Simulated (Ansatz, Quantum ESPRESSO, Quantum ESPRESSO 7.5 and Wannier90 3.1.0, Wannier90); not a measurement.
# straight Sb chain, spacing 2.56 Å: Wannier functions and conductance

Wanted: localised orbitals and the quantum conductance of this wire: straight Sb chain, spacing 2.56 Å.

Calculated with Quantum ESPRESSO 7.5 and Wannier90 3.1.0; plane-wave DFT, PBE, PseudoDojo norm-conserving pseudopotentials (cross-check by Ansatz 0.2.0 with PAW datasets).

**1. Starting point**

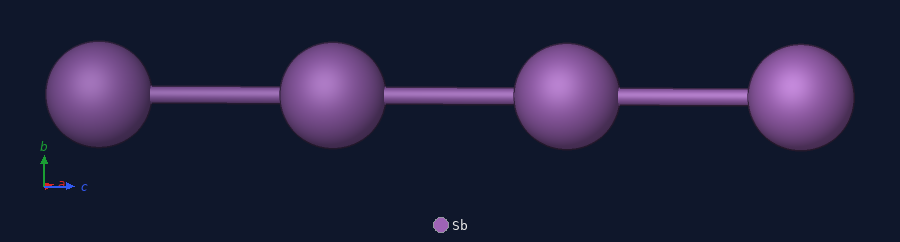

Start, viewed from the side, with the c axis across the page; antimony purple. 1×1×3 cells are drawn. Some periodic images of atoms are drawn too.

The cell holds 1 atom: 1 Sb. Its edges and angles: a = 8.000 Å, b = 8.000 Å, c = 2.558 Å, α = 90.0°, β = 90.0°, γ = 90.0°. Vacuum lies along a and b. The structure's axis is c.

**2. Ground state**

The input, scf.in:

```
&control
  prefix = 'scf'
  outdir = './out'
  pseudo_dir = './pseudo'
  calculation = 'scf'
  tprnfor = .true.
/
&system
  ibrav = 0
  nat = 1
  ntyp = 1
  ecutwfc = 72
  ecutrho = 288
  occupations = 'smearing'
  smearing = 'mv'
  degauss = 0.005
/
&electrons
  conv_thr = 1e-07
  mixing_beta = 0.4
  electron_maxstep = 120
  mixing_mode = 'local-TF'
/
ATOMIC_SPECIES
  Sb  121.7600  Sb.dojo-sr-pbe-0.4.1-standard.upf
CELL_PARAMETERS angstrom
  8.00000000000000 0.00000000000000 0.00000000000000
  0.00000000000000 8.00000000000000 0.00000000000000
  0.00000000000000 0.00000000000000 2.55750000000000
ATOMIC_POSITIONS crystal
  Sb  0.000000000000 0.000000000000 0.000000000000
K_POINTS automatic
  1 1 28 0 0 0
```

The run is started by

```
> OMP_NUM_THREADS=1 mpirun -n 2 pw.x -nk 2 -in scf.in > scf.out
```

Output:

```text
Program PWSCF v.7.5 starts
[citation notice left out]

     Parallel version (MPI & OpenMP), running on       2 processor cores
     Number of MPI processes:                 2
     Threads/MPI process:                     1

     MPI processes distributed on     1 nodes
[...]
Current dimensions of program PWSCF are:
     Max number of different atomic species (ntypx) = 10
     Max number of k-points (npk) =  40000
     Max angular momentum in pseudopotentials (lmaxx) =  4
     Message from routine setup:
     using ibrav=0 with symmetry is DISCOURAGED, use correct ibrav instead

     K-points division:     npool     =       2
     Subspace diagonalization in iterative solution of the eigenvalue problem:
     a serial algorithm will be used

     G-vector sticks info
     --------------------
     sticks:   dense  smooth     PW     G-vecs:    dense   smooth      PW
     Sum        5241    5241   1513                91083    91083   14151

     Using Slab Decomposition

     bravais-lattice index     =            0
     lattice parameter (alat)  =      15.1178  a.u.
     unit-cell volume          =    1104.5674 (a.u.)^3
     number of atoms/cell      =            1
     number of atomic types    =            1
     number of electrons       =        15.00
     number of Kohn-Sham states=           12
     kinetic-energy cutoff     =      72.0000  Ry
     charge density cutoff     =     288.0000  Ry
     scf convergence threshold =      1.0E-07
     mixing beta               =       0.4000
     number of iterations used =            8  local-TF  mixing
     Exchange-correlation= PBE
                           (   1   4   3   4   0   0   0)

     celldm(1)=  15.117809  celldm(2)=   0.000000  celldm(3)=   0.000000
     celldm(4)=   0.000000  celldm(5)=   0.000000  celldm(6)=   0.000000

     crystal axes: (cart. coord. in units of alat)
               a(1) = (   1.000000   0.000000   0.000000 )
               a(2) = (   0.000000   1.000000   0.000000 )
               a(3) = (   0.000000   0.000000   0.319688 )

     reciprocal axes: (cart. coord. in units 2 pi/alat)
               b(1) = (  1.000000  0.000000  0.000000 )
               b(2) = (  0.000000  1.000000  0.000000 )
               b(3) = (  0.000000  0.000000  3.128055 )

     PseudoPot. # 1 for Sb read from file:
     ./pseudo/Sb.dojo-sr-pbe-0.4.1-standard.upf
     Pseudo is Norm-conserving + core correction, Zval = 15.0
     Generated using ONCVPSP code by D. R. Hamann
     Using radial grid of 1434 points,  6 beta functions with:
                l(1) =   0
                l(2) =   0
                l(3) =   1
                l(4) =   1
                l(5) =   2
                l(6) =   2

     atomic species   valence    mass     pseudopotential
     Sb               15.00   121.76000     Sb( 1.00)

     16 Sym. Ops., with inversion, found

   Cartesian axes

     site n.     atom                  positions (alat units)
         1        Sb     tau(   1) = (   0.0000000   0.0000000   0.0000000  )

     number of k points=    15  Marzari-Vanderbilt smearing, width (Ry)=  0.0050
                       cart. coord. in units 2pi/alat
        k(    1) = (   0.0000000   0.0000000   0.0000000), wk =   0.0714286
        k(    2) = (   0.0000000   0.0000000   0.1117162), wk =   0.1428571
        k(    3) = (   0.0000000   0.0000000   0.2234325), wk =   0.1428571
        k(    4) = (   0.0000000   0.0000000   0.3351487), wk =   0.1428571
        k(    5) = (   0.0000000   0.0000000   0.4468650), wk =   0.1428571
        k(    6) = (   0.0000000   0.0000000   0.5585812), wk =   0.1428571
        k(    7) = (   0.0000000   0.0000000   0.6702974), wk =   0.1428571
        k(    8) = (   0.0000000   0.0000000   0.7820137), wk =   0.1428571
        k(    9) = (   0.0000000   0.0000000   0.8937299), wk =   0.1428571
        k(   10) = (   0.0000000   0.0000000   1.0054462), wk =   0.1428571
[...]
k(   15) = (   0.0000000   0.0000000  -1.5640274), wk =   0.0714286

     Dense  grid:    91083 G-vectors     FFT dimensions: (  81,  81,  27)

     Estimated max dynamical RAM per process >     112.19 MB

     Estimated total dynamical RAM >     202.13 MB

     Initial potential from superposition of free atoms

     starting charge      14.9994, renormalised to      15.0000

     negative rho (up, down):  2.799E-07 0.000E+00
     Starting wfcs are    9 randomized atomic wfcs +    3 random wfcs

     total cpu time spent up to now is        0.9 secs

     per-process dynamical memory:    62.7 Mb

     Self-consistent Calculation

     iteration #  1     ecut=    72.00 Ry     beta= 0.40
     Davidson diagonalization with overlap
     ethr =  1.00E-02,  avg # of iterations =  7.5

     Threshold (ethr) on eigenvalues was too large:
     Diagonalizing with lowered threshold

     Davidson diagonalization with overlap
     ethr =  4.23E-05,  avg # of iterations =  9.5

     total cpu time spent up to now is        7.6 secs

     total energy              =    -181.81529022 Ry
     estimated scf accuracy    <       0.00696406 Ry

     iteration #  2     ecut=    72.00 Ry     beta= 0.40
[...]
total energy              =    -181.81333208 Ry
     estimated scf accuracy    <       0.00405523 Ry

     iteration #  3     ecut=    72.00 Ry     beta= 0.40
[...]
total energy              =    -181.81371484 Ry
     estimated scf accuracy    <       0.00037449 Ry

     iteration #  4     ecut=    72.00 Ry     beta= 0.40
[...]
total energy              =    -181.81368263 Ry
     estimated scf accuracy    <       0.00018032 Ry

     iteration #  5     ecut=    72.00 Ry     beta= 0.40
[...]
total energy              =    -181.81372619 Ry
     estimated scf accuracy    <       0.00000867 Ry

     iteration #  6     ecut=    72.00 Ry     beta= 0.40
[...]
total energy              =    -181.81372848 Ry
     estimated scf accuracy    <       0.00000212 Ry

     iteration #  7     ecut=    72.00 Ry     beta= 0.40
[...]
negative rho (up, down):  9.111E-07 0.000E+00

[...]
total energy              =    -181.81372971 Ry
     estimated scf accuracy    <       0.00000042 Ry

     iteration #  8     ecut=    72.00 Ry     beta= 0.40
[...]
End of self-consistent calculation

          k = 0.0000 0.0000 0.0000 ( 11485 PWs)   bands (ev):

   -31.4927 -30.8319 -30.8316 -30.7421 -30.7421 -13.0764  -4.1627  -4.1627
     1.2164   2.5291   3.4868   4.1626

          k = 0.0000 0.0000 0.1117 ( 11445 PWs)   bands (ev):

   -31.4814 -30.8313 -30.8311 -30.7462 -30.7462 -13.0471  -4.1295  -4.1295
     1.2444   2.5579   3.5152   4.1925

          k = 0.0000 0.0000 0.2234 ( 11429 PWs)   bands (ev):

   -31.4481 -30.8299 -30.8297 -30.7585 -30.7585 -12.9590  -4.0300  -4.0300
     1.3284   2.6442   3.5997   4.2820

          k = 0.0000 0.0000 0.3351 ( 11437 PWs)   bands (ev):

   -31.3942 -30.8278 -30.8276 -30.7784 -30.7784 -12.8115  -3.8651  -3.8651
     1.4673   2.7881   3.7409   4.4311

          k = 0.0000 0.0000 0.4469 ( 11425 PWs)   bands (ev):

   -31.3222 -30.8249 -30.8247 -30.8047 -30.8047 -12.6037  -3.6365  -3.6365
     1.6586   2.9895   3.9386   4.6390

          k = 0.0000 0.0000 0.5586 ( 11461 PWs)   bands (ev):

   -31.2358 -30.8360 -30.8360 -30.8216 -30.8214 -12.3341  -3.3462  -3.3462
     1.8901   3.2485   3.9648   4.1929

[...]
the Fermi energy is    -2.1073 ev

!    total energy              =    -181.81372976 Ry
     estimated scf accuracy    <       0.00000002 Ry
     smearing contrib. (-TS)   =      -0.00012492 Ry
     internal energy E=F+TS    =    -181.81360484 Ry

     The total energy is F=E-TS. E is the sum of the following terms:
     one-electron contribution =    -222.03959094 Ry
     hartree contribution      =     112.28619500 Ry
     xc contribution           =     -45.42570073 Ry
     ewald contribution        =     -26.63450817 Ry

     convergence has been achieved in   8 iterations

     Forces acting on atoms (cartesian axes, Ry/au):

     atom    1 type  1   force =     0.00000000    0.00000000    0.00000000

     Total force =     0.000000     Total SCF correction =     0.000000

[...]
=------------------------------------------------------------------------------=
   JOB DONE.
=------------------------------------------------------------------------------=
```

Elapsed: 27 s, on 2 MPI ranks of Arm Neoverse V1, shared host; peak memory 0.25 GiB; 53 s of CPU time.

This step gave:

* free energy: -2473.7018 eV
* Fermi energy: -2.107 eV

The program's own clock; routines nest. Time by routine:

```csv
routine,wall time (s),calls
PWSCF,26.18,1
electrons,25.08,1
c_bands,17.86,9
fftw,17.33,6000
cegterg,17.16,72
h_psi,16.16,388
vloc_psi,15.52,388
mix_rho,3.61,9
sum_band,2.98,9
ffts,2.26,722
init_run,0.89,1
wfcinit,0.63,1
v_of_rho,0.6,9
init_us_2,0.33,160
```

The run needed 8 iterations to bring the estimated error under 1e-07 Ry.

**3. Full uniform mesh without symmetry**

Wannier90 needs the states on a whole uniform mesh, listed point by point, without symmetry.

The input, nscf.in:

```
&control
  prefix = 'nscf'
  outdir = './out'
  pseudo_dir = './pseudo'
  calculation = 'nscf'
/
&system
  ibrav = 0
  nat = 1
  ntyp = 1
  ecutwfc = 72
  ecutrho = 288
  occupations = 'smearing'
  smearing = 'mv'
  degauss = 0.005
  nosym = .true.
  noinv = .true.
  nbnd = 17
/
&electrons
  conv_thr = 1e-09
  mixing_beta = 0.4
  electron_maxstep = 120
  mixing_mode = 'local-TF'
  diago_full_acc = .true.
/
ATOMIC_SPECIES
  Sb  121.7600  Sb.dojo-sr-pbe-0.4.1-standard.upf
CELL_PARAMETERS angstrom
  8.00000000000000 0.00000000000000 0.00000000000000
  0.00000000000000 8.00000000000000 0.00000000000000
  0.00000000000000 0.00000000000000 2.55750000000000
ATOMIC_POSITIONS crystal
  Sb  0.000000000000 0.000000000000 0.000000000000
K_POINTS crystal
14
  0.0000000000 0.0000000000 0.0000000000 0.0714285714
  0.0000000000 0.0000000000 0.0714285714 0.0714285714
  0.0000000000 0.0000000000 0.1428571429 0.0714285714
  0.0000000000 0.0000000000 0.2142857143 0.0714285714
  0.0000000000 0.0000000000 0.2857142857 0.0714285714
  0.0000000000 0.0000000000 0.3571428571 0.0714285714
  0.0000000000 0.0000000000 0.4285714286 0.0714285714
  0.0000000000 0.0000000000 0.5000000000 0.0714285714
  0.0000000000 0.0000000000 0.5714285714 0.0714285714
  0.0000000000 0.0000000000 0.6428571429 0.0714285714
  0.0000000000 0.0000000000 0.7142857143 0.0714285714
  0.0000000000 0.0000000000 0.7857142857 0.0714285714
  0.0000000000 0.0000000000 0.8571428571 0.0714285714
  0.0000000000 0.0000000000 0.9285714286 0.0714285714
```

The run is started by

```
> cp -r out/scf.save out/nscf.save
> cp out/scf.xml out/nscf.xml
> OMP_NUM_THREADS=1 mpirun -n 2 pw.x -nk 1 -in nscf.in > nscf.out
```

Output:

```text
[banner, memory and clock lines left out]
Program PWSCF v.7.5 starts
[citation notice left out]

[...]
bravais-lattice index     =            0
     lattice parameter (alat)  =      15.1178  a.u.
     unit-cell volume          =    1104.5674 (a.u.)^3
     number of atoms/cell      =            1
     number of atomic types    =            1
     number of electrons       =        15.00
     number of Kohn-Sham states=           17
     kinetic-energy cutoff     =      72.0000  Ry
     charge density cutoff     =     288.0000  Ry
     Exchange-correlation= PBE
                           (   1   4   3   4   0   0   0)

[...]
PseudoPot. # 1 for Sb read from file:
     ./pseudo/Sb.dojo-sr-pbe-0.4.1-standard.upf
     Pseudo is Norm-conserving + core correction, Zval = 15.0
     Generated using ONCVPSP code by D. R. Hamann
     Using radial grid of 1434 points,  6 beta functions with:
                l(1) =   0
                l(2) =   0
                l(3) =   1
                l(4) =   1
                l(5) =   2
                l(6) =   2

     atomic species   valence    mass     pseudopotential
     Sb               15.00   121.76000     Sb( 1.00)

     No symmetry found

[...]
number of k points=    14  Marzari-Vanderbilt smearing, width (Ry)=  0.0050
[...]
Dense  grid:    91083 G-vectors     FFT dimensions: (  81,  81,  27)

     The potential is recalculated from file :
     ./out/nscf.save/charge-density

     Starting wfcs are    9 randomized atomic wfcs +    8 random wfcs

     Band Structure Calculation
     Davidson diagonalization with overlap

     ethr =  6.67E-12,  avg # of iterations = 88.1

     End of band structure calculation

          k = 0.0000 0.0000 0.0000 ( 11485 PWs)   bands (ev):

   -31.4950 -30.8340 -30.8338 -30.7444 -30.7444 -13.0772  -4.1633  -4.1633
     1.2159   2.5294   3.4867   4.1628   4.1628   4.7433   6.6765   6.6765
     7.0734

          k = 0.0000 0.0000 0.2234 ( 11429 PWs)   bands (ev):

   -31.4503 -30.8320 -30.8319 -30.7608 -30.7608 -12.9598  -4.0305  -4.0305
     1.3279   2.6445   3.5996   4.2822   4.2822   4.8445   6.7970   6.7970
     7.1832

[...]
the Fermi energy is    -2.1307 ev
     (compare with:    -2.1073 eV, computed in scf)

[...]
```

The job ended after 44 s (2 MPI ranks; peak memory 0.12 GiB; 87 s of CPU time).

Read from the output:

```
Fermi energy : -2.131 eV
```

The program's own clock; routines nest. Time by routine:

```csv
routine,wall time (s),calls
PWSCF,43.23,1
electrons,43.02,1
c_bands,43.02,1
cegterg,42.16,68
h_psi,36.37,1316
vloc_psi,34.86,1316
fftw,33,23970
h_psi:calbec,0.7,1316
calbec,0.69,1316
add_vuspsi,0.65,1316
cdiaghg,0.39,1248
g_psi,0.27,1234
init_run,0.14,1
hinit0,0.06,1
```

[end of part 1 of 5]

[Logs are printed without paths, hosts, clocks, repeated set-up lines and the standing remarks that a program may print on its own settings, such as how far it seeks lower states.]

[Hosts, paths, dates, database ids (printed as entryN), source tags and the programs' standing remarks are cut or masked in the printed files.]

[Maps of the electrostatic potential energy from Ansatz leave out the sawtooth potential of an applied field or a dipole correction, so their vacuum need not be flat; planar profiles and work functions include it.]
